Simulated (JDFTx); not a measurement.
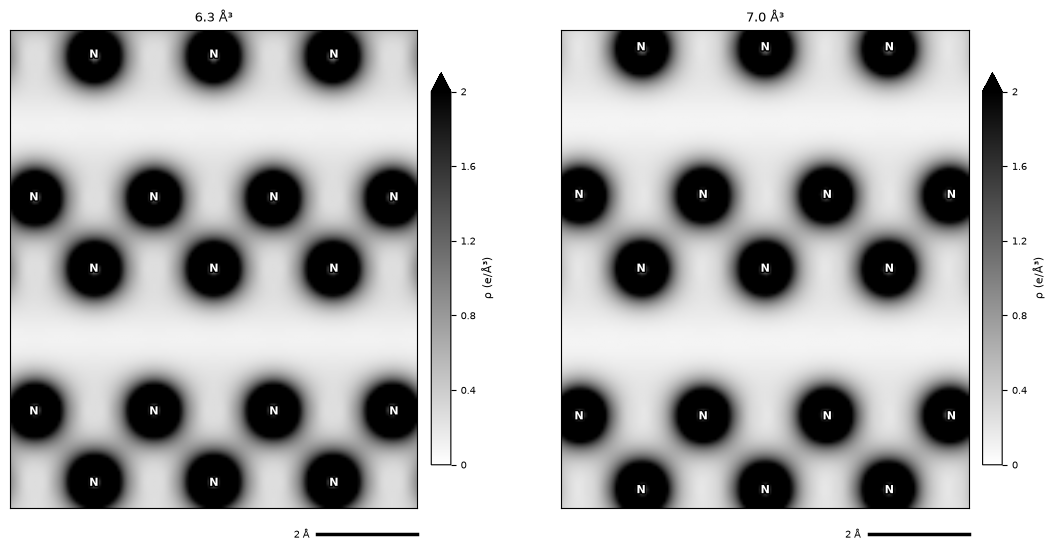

N. The valence electron density of cells scaled evenly to different volumes (given per atom above each panel), on the (110) plane of each (indices in the axes of the cell below), at one length scale and on one colour scale.

A structure from a database of computed crystals, not necessarily the ambient phase.

These are results of JDFTx, Kohn-Sham DFT of a periodic cell, PBE, PseudoDojo-SR-PBE-0.5-standard, not measurements.

The largest cell:

```
N
1.0
     2.55263    0.00000    0.00000
    -1.27631    2.21064    0.00000
     0.00000    0.00000    2.47819
N
2
Cartesian
  0.0000 1.4738 1.8586
  1.2763 0.7369 0.6195
```

| volume (Å³/atom) | N–N contact in the plane (Å) | ρ at its midpoint (e/Å³) | pressure (GPa) | 
| --- | --- | --- | --- |
| 6.32 | 1.862 | 0.764 | 26.9 | 
| 6.72 | 1.900 | ? | ? | 
| 6.99 | 1.925 | 0.657 | 2.9 | 

Question: What values belong in the row with question marks?

Answer: Over the known rows ln ρ falls by 2.39 per Å of N–N distance (the line through the two), which gives 0.698 e/Å³ at 1.900 Å; the calculation gives 0.696 e/Å³. For the pressure, a straight line in volume between the neighbouring rows gives 12.6 GPa; the calculation gives 11.3, lower because pressure rises ever faster on compression.
